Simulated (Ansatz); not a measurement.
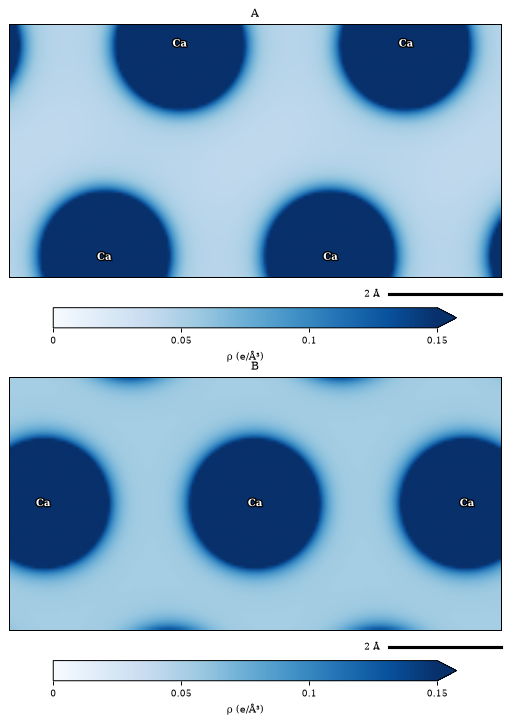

Ca. The valence electron density of two cells that differ in size and shape, on the (11̄0) plane of each (indices in the axes of the calculation cell), at one length scale and on one colour scale; one has 41.4 and the other 50.6 Å³ an atom.

These are results of DFT PBEsol, scalar-relativistic, plane waves, PAW in Ansatz, not measurements.

Core electrons are frozen (PAW), and the valence fields are smoothed inside the atomic spheres.

The larger cell:

```cif
data_structure
_symmetry_space_group_name_H-M 'P 1'
_symmetry_Int_Tables_number 1
_cell_length_a 4.0350
_cell_length_b 4.0350
_cell_length_c 4.0350
_cell_angle_alpha 109.471
_cell_angle_beta 109.471
_cell_angle_gamma 109.471
_cell_volume 50.57
loop_
_atom_site_label
_atom_site_type_symbol
_atom_site_fract_x
_atom_site_fract_y
_atom_site_fract_z
_atom_site_occupancy
Ca1 Ca 0.00000 0.00000 0.00000 1
```

The smaller cell: a = 3.779 Å, b = 3.779 Å, c = 3.779 Å, α = 107.30°, β = 107.30°, γ = 113.91°.

Which panel shows the smaller cell, and what does the compression change?

Panel B is the smaller cell, by 18 % in volume. From the larger cell to the smaller, Ca–Ca goes from 4.03 to 3.78 Å, and the density at its midpoint from 0.04 to 0.05 e/Å³, the ELF there from 0.40 to 0.30; the pressure goes from −2.7 to −0.4 GPa.
